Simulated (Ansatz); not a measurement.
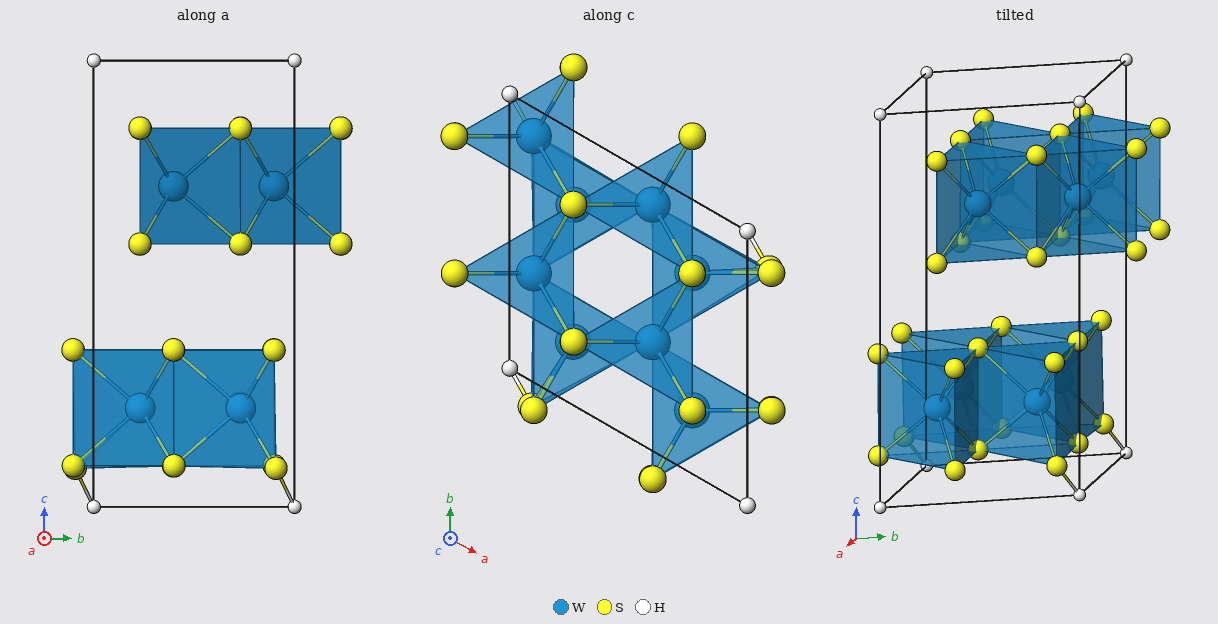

The crystal in a polyhedral representation, seen along the a axis, along the c axis and slightly off an axis. The parallelepiped is the simulation cell. Some neighbours outside the box are added.

State composition, symmetry and coordination.

- The formula is HW8S16.
- Apart from translations it has no symmetry (space group P1).
- There are 25 atoms in the cell: 1 H, 8 W, 16 S.
- The polyhedra are WS6 trigonal prisms; they share edges.
- Around each W lie six S in a distorted trigonal prismatic arrangement. About every H there is one S. Not all metal-metal contacts are counted.
- The bonds build WS2 and HW4S8 layers parallel to (001).

Starting structure: a structure listed in the Materials Project, repeated into a supercell with a point defect put in. The atoms were relaxed in a fixed cell with Ansatz, DFT PBE+D3(BJ), scalar-relativistic, plane waves, PAW.
